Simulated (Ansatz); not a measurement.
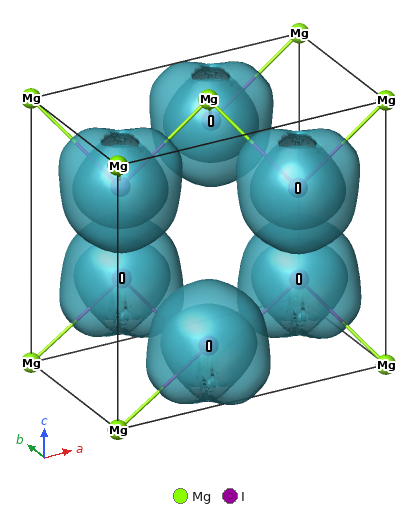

MgI2. Isosurface of the ELF at 0.7 (cyan), seen at an oblique angle. Core shells and regions of very low density are left out. Sticks mark near contacts.

Space group Cm; changed on purpose from its base cell (all I atoms moved +0.062 Å, as atom 2 towards its neighbour atom 3 (I) at 4.101 A).

The calculation used Ansatz 0.2.0, DFT PBEsol, scalar-relativistic, plane waves, PAW.

Core electrons are frozen (PAW), and the valence fields are smoothed inside the atomic spheres.

Question: Describe the localisation domains.

Answer: The ELF exceeds this value in four regions wrapped around I (the valence shell of each), counted in one cell of 6 atoms. Regions shared between cells count once.

Values along the shortest contacts:
Mg–I (2.87 Å): the ELF peaks at about 0.85 in the valence shell of I, 1.3 Å from its nucleus, and falls to about 0.05 next to Mg; an ionic contact with no shared pair. Mg–I (2.92 Å): the ELF peaks at about 0.80 in the valence shell of I, 1.3 Å from its nucleus, and falls to about 0.05 next to Mg: a largely ionic contact.
